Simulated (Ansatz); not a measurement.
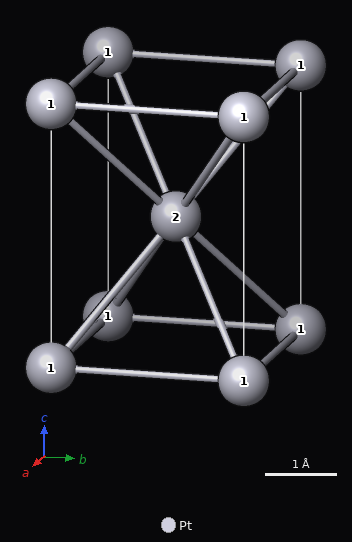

Figure 1. The input geometry (ball-and-stick view of the reduced cell, seen slightly off an axis; atoms are numbered from 1 in the order of the input). Near neighbours in the crystal (not all of them lie inside the picture): Pt has 12 Pt at 2.75 to 2.82 Å.

## Single-point calculation, with input and output: Pt

Pt (I4/mmm, 2 atoms in the cell), computed with DFT PBE, scalar-relativistic, plane waves, PAW, no spin polarisation (Ansatz 0.2.0).

The structure derives from a Materials Project entry. It belongs to a series of runs on one base structure; here: band edges of the strained film's bulk. Figures and captions count atoms from 1; the log counts them from 0 in places.

**The program's output**
```
Engine: ansatz 0.2.0, x86_64-unknown-linux-gnu
Pseudopotentials: kind: paw
Pseudopotential: Pt, paw, valence charge 18, recommended cutoff 420 eV (normal), Pt.paw.azcp
Functional definition: PBE
  parameter kappa = 0.804
  parameter beta = 0.06672455060314922
  exchange = pbe_x(kappa = kappa, mu = beta*pi^2/3)
  correlation = pbe_c(beta = beta)
Crystal: 2 atoms, lattice volume = 30.869 Å³
Basis set: ecut = 420 eV, 621 PW (Γ), exchange–correlation on 54×54×40 points (8 copies of the dense FFT grid, shifted against one another)
Bands: 22, of which v1, the nominal top of the filled ones, is band 18 counted from 1 (17 counted from 0)
Symmetry: 8 space group operations
Space group: C2/m (ITA 12), of the structure as read, at distance tolerance 3.1e-5 Å
k-points: 385 of 1377
Non-local potential: Pt, projectors of the file, l = 0: 3, l = 1: 2, l = 2: 2, l = 3: 1
PAW form: soft (Blöchl's): semilocal exchange-correlation on the pseudo side does not see the compensation charge
PAW one-centre angular grid: Pt, 590 points (default); XC on 64 Gauss nodes
Initial density: superposition of atomic densities (neutral atoms: chi_scale 0, normalization atom), corrected by the library's trained network
Initial wavefunctions: pseudopotential atomic-orbital guess
Functional: x = pbe(κ = 0.804, μ = 0.2195149727645171), c = pbe(β = 0.06672455060314922)
SCF iter   1: F=—  HF=-25046.017365 eV  |F-HF|=—  |Δ(HF+E_count)|=         —  Δρ=3.48e-3  dr2=7.19e-4  ethr=1.77e-3  ⟨swp⟩=4.9  Hψ=32479  notcnv=0
preconditioner: auto → Kerker (q_TF=auto, 2.799 Å⁻¹)  [metal: Δε(μ)=0.002 eV  Ē_g=9.141 eV  σ=0.100 eV  W_gap=0.01  n_scr=14 (ndim 8)  ℏωp=29.9 eV  f_vac=0.000  D(μ)=3.74/eV (n_scr^D=48)]
SCF iter   2: F=—  HF=-25046.019697 eV  |F-HF|=—  |Δ(HF+E_count)|=   2.33e-3  Δρ=1.87e-3  dr2=2.06e-4  ethr=2.00e-6  ⟨swp⟩=2.6  Hψ=18274  notcnv=0
SCF iter   3: F=—  HF=-25046.020032 eV  |F-HF|=—  |Δ(HF+E_count)|=   3.35e-4  Δρ=1.71e-4  dr2=2.19e-6  ethr=5.72e-7  ⟨swp⟩=2.0  Hψ=12326  notcnv=0
SCF iter   4: F=—  HF=-25046.020031 eV  |F-HF|=—  |Δ(HF+E_count)|=   1.06e-6  Δρ=4.16e-5  dr2=1.84e-7  ethr=6.07e-9  ⟨swp⟩=2.4  Hψ=13958  notcnv=0
iter 5 did not close the SCF: its close was put off for the readings that it lacked (scf_convergence_deferred on its scf_iter line)
SCF iter   5: F=-25046.020031 eV  HF=-25046.020031 eV  |F-HF|=1.42e-9  |Δ(HF+E_count)|=   2.47e-7  Δρ=6.83e-6  dr2=1.06e-8  ethr=5.10e-10  ⟨swp⟩=2.0  Hψ=11854  notcnv=0
SCF iter   6: F=-25046.020031 eV  HF=-25046.020031 eV  |F-HF|=1.20e-10  |Δ(HF+E_count)|=   2.54e-9  Δρ=2.24e-6  dr2=1.27e-9  ethr=2.95e-11  ⟨swp⟩=2.0  Hψ=25733  notcnv=0
SCF 1 converged in 6 iterations: F = -25046.020031 eV  dr2 = 1.27e-9
  greatest PAW one-centre occupation: 1.000 electrons in one spin orbital (limit 2), on the Pt atom at site 1 (counted from 0), in its partial waves of l = 0
```

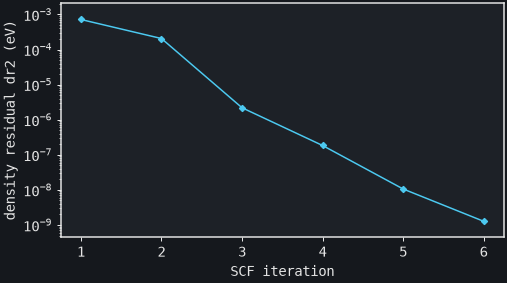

Figure 2. Convergence of the self-consistent field: density residual dr2 against the SCF iteration. The residual falls at every step.

```
SCF converged after 6 iterations
Free energy (F): -25046.020031 eV
Harris-Foulkes:  -25046.020031 eV  (|F-HF|=1.20e-10)
Internal energy: -25046.001215 eV  (E = F + TS)
E sigma→0 (E₀):  -25046.010623 eV
Entropy (-TS):   -0.018817 eV (-9.408 meV/atom)
Fermi energy:    22.682562 eV
--- Per-component energies (eV) ---
  E_band       = -278.191185
  E_kinetic    = 1275.115986
  E_local      = -2984.094802  (includes V_loc(G=0)·N_el)
  E_nonlocal   = 399.633785
  E_hartree    = 1106.828189
  E_xc         = -523.622500
  E_vxc        = -605.775085  (∫ρ·V_xc dr)
  E_paw        = -18907.891843  (= ΣΔE_a)
  E_vpaw       = -576.727750  (= ΣTr[D̂ρ^β])
  E_aug_tail   = 0.000409  (compensation charges beyond the density's cutoff)
  E_ewald      = -5411.970438
  E_smearing   = -0.018817  (= −TS)
  E_closure    = 0.000000  (closes the sum)
  Σ components = -25046.020031   (vs F -25046.020031, Δ=0.00e0)
--- Forces (eV/Å), atoms counted from 1 ---
  atom   1  Pt     0.00000000     0.00000000     0.00000000
  atom   2  Pt    -0.00000000    -0.00000000     0.00000000
  max |Σ_I F_I| component: 3.16e-30 eV/Å
--- Stress (GPa, compression-positive) ---
        5.663086       0.000000       0.016528
        0.000000       5.479773       0.000000
        0.016528       0.000000      -0.009308
  P = ⅓ Tr σ = 3.7112 GPa (37.112 kbar)
--- Band table (eV; the first three rows and the last of 385) ---
  k-point 0: bands = ["-75.7249", "-75.6828", "-30.1509", "-29.9307", "-29.8943", "-29.7453", "-29.7301", "-29.7256", "12.7180", "15.8723", "16.3119", "18.6928", "19.2177", "19.2218", "20.7853", "21.4172", "22.6539", "22.9378", "23.4084", "24.8016", "31.7359", "33.6206"]
  k-point 1: bands = ["-75.7237", "-75.6827", "-30.1437", "-29.9381", "-29.8946", "-29.7593", "-29.7349", "-29.7304", "12.8896", "15.9929", "16.4264", "18.5914", "19.3097", "19.3137", "20.6581", "21.4576", "22.0907", "22.4397", "23.4087", "25.7387", "31.3439", "33.7319"]
  k-point 2: bands = ["-75.7204", "-75.6827", "-30.1231", "-29.9592", "-29.8952", "-29.7990", "-29.7486", "-29.7441", "13.3896", "16.3275", "16.7674", "18.3116", "19.5821", "19.5861", "20.3156", "20.8110", "21.5749", "21.8704", "23.4094", "27.2778", "30.7447", "33.2098"]
  k-point 384: bands = ["-75.6970", "-75.6947", "-30.1473", "-30.1331", "-29.8406", "-29.8242", "-29.7833", "-29.7705", "15.6927", "15.8958", "18.6432", "18.7681", "19.3766", "19.3946", "20.5316", "20.5679", "22.1570", "22.4919", "23.1619", "24.1465", "29.0737", "30.2168"]
```

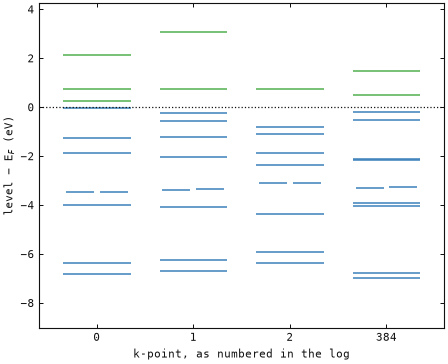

Figure 3. Kohn–Sham levels near the Fermi level (dotted) at the few k-points that the log prints; levels within 0.02 eV of each other stand side by side. The system is metallic on the full mesh.

This output came from the following input.

**Input file**
```yaml
crystal:
  lattice:
    - [3.8927054764, 0.0, 0.0006441933]
    - [0.0, 3.8927055297, 0.0]
    - [-1.9460163603, 0.0, 2.0367953009]
  atoms:
    - { symbol: Pt, position: [0.0, 0.0, 0.0] }
    - { symbol: Pt, position: [0.5, 0.5, 0.0] }
basis:
  ecutwfc: 420
kpoints:
  mp_grid: { grid: [9, 9, 17] }
hamiltonian:
  xc: pbe
scf:
  occupations: { method: gaussian, width: 0.1 }
output:
  forces: true
  stress: true
  eigenvalues: true
```

Launched with:
```bash
ansatz run input.yaml --threads 4 --pin off --max-ram 8192MiB --backend cpu --events-out ev --progress --plain --runs-dir out
```

**Summary**

| quantity | value |
| --- | --- |
| outcome | converged |
| space group (tolerance 0.01 Å) | I4/mmm (139) |
| electrons treated | 36 |
| free energy | −25046.0200 eV |
| Fermi energy | 22.683 eV |
| gap on the k-point mesh | none (metallic) |
| pressure | 3.71 GPa |
| largest force (length of the vector) | under 0.001 eV/Å |
| hardware | 4 threads of Intel Xeon @ 2.50GHz (Skylake/Cascade Lake), 192 GiB of memory available, shared host |
| wall time | 4.2 s (CPU time 14 s) |
| peak memory | 0.54 GiB |

**Remarks**

Spin–orbit coupling is left out, which matters for Pt.
